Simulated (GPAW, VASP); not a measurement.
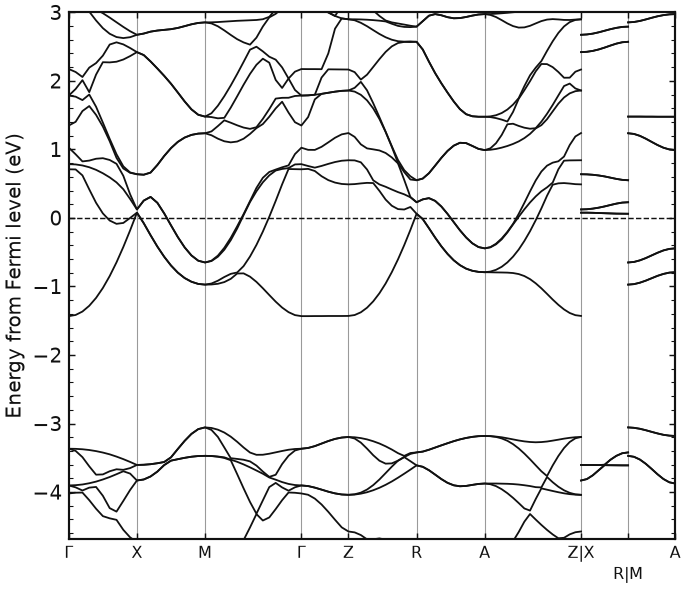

Band structure. Energies are counted from the Fermi level.

Which of these calculations gave it?
A. TiSe, space group P4/nmm, 4 atoms in the cell (a = 4.137 Å, c = 5.984 Å (tetragonal axes)); PBEsol
B. SnO, space group P4/nmm (No. 129), 4 atoms in the cell (a = 3.814 Å, c = 4.887 Å (tetragonal axes)); LDA
C. fluorite-type CaF₂, space group Fm-3m, 3 atoms in the primitive cell (cubic a = 5.424 Å); r2SCAN

A. A metal: bands cross the Fermi level along this path. At Γ the nearest levels lie 1.43 eV below and 0.71 eV above the Fermi level. A primitive tetragonal lattice: the path Γ–X–M–Γ–Z–R–A–Z|X–R|M–A runs through the special points of its Brillouin zone.

GPAW 26.7.0; PBEsol, PAW data sets generated in the run's folder for this functional, no spin polarisation, no spin-orbit coupling, 4×4×3 k mesh, 600 eV cutoff, Fermi-Dirac smearing of 0.05 eV.

The k mesh is coarse (spacing up to 0.38 Å⁻¹), so the values aren't converged. Spin-orbit coupling is left out, which matters for Se. The cell is under a strain of −1 % (biaxial xy). The cell comes from a database of computed structures, and whether it is the stable form of this composition wasn't checked. Bands are joined in order of energy, so crossings between the computed points show as kinks or gaps.
